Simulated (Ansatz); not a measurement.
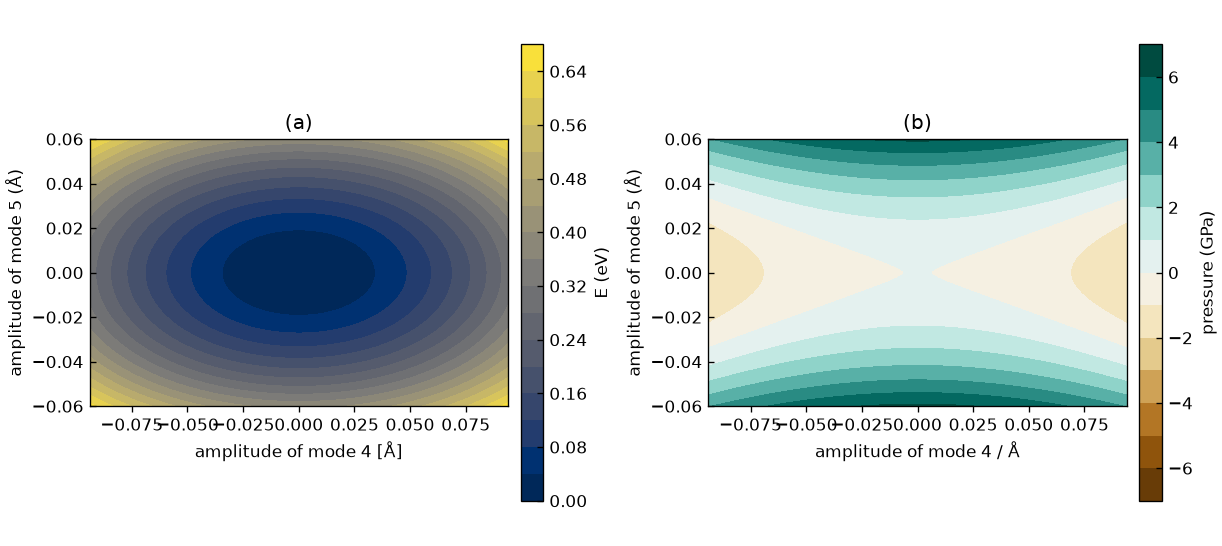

C (P6/mmm, No. 191; 2 atoms in the cell). The energy is mapped over two normal modes frozen in (zone-centre modes of the 2-atom cell of this scan). Coordinates scanned: (1) amplitude of mode 4 (872 cm⁻¹), largest displacement; (2) amplitude of mode 5 (1567 cm⁻¹), largest displacement. Nothing is relaxed (the cell and all other modes fixed). Grid: 7 × 7 points; 16 points were computed and 33 follow by symmetry. Points are written as (first, second). Energies: eV per cell, counted from the lowest grid point. These are results of Ansatz, DFT PBE+D3(BJ), scalar-relativistic, plane waves, PAW, not measurements. Settings: cutoff 520 eV, k-mesh 21×21×12 in the order of the run's cell vectors, gaussian smearing 0.15 eV, no spin polarisation.

Panel (a) is the energy; panel (b) is the computed pressure, in GPa.

Drawn: filled contours. Between grid points the surface is interpolated.

Question: How does the pressure vary over the map, and what is it at the lowest grid point?

Answer: It runs from −1.8 GPa at (−0.094 Å, 0.00 Å) to 6.2 GPa at (0.000 Å, −0.06 Å). At the lowest grid point, (0.000 Å, 0.00 Å), it is 0.0 GPa.

| second ↓, first → | −0.094 | −0.063 | −0.031 | 0.000 | 0.031 | 0.063 | 0.094 |
| --- | --- | --- | --- | --- | --- | --- | --- |
| 0.06 | 3.9 | 5.2 | 5.9 | 6.2 | 5.9 | 5.2 | 3.9 |
| 0.04 | 0.7 | 1.8 | 2.5 | 2.8 | 2.5 | 1.8 | 0.7 |
| 0.02 | −1.2 | −0.2 | 0.5 | 0.7 | 0.5 | −0.2 | −1.2 |
| 0.00 | −1.8 | −0.8 | −0.2 | 0.0 | −0.2 | −0.8 | −1.8 |
| −0.02 | −1.2 | −0.2 | 0.5 | 0.7 | 0.5 | −0.2 | −1.2 |
| −0.04 | 0.7 | 1.8 | 2.5 | 2.8 | 2.5 | 1.8 | 0.7 |
| −0.06 | 3.9 | 5.2 | 5.9 | 6.2 | 5.9 | 5.2 | 3.9 |

PAW datasets: the set soft_1.
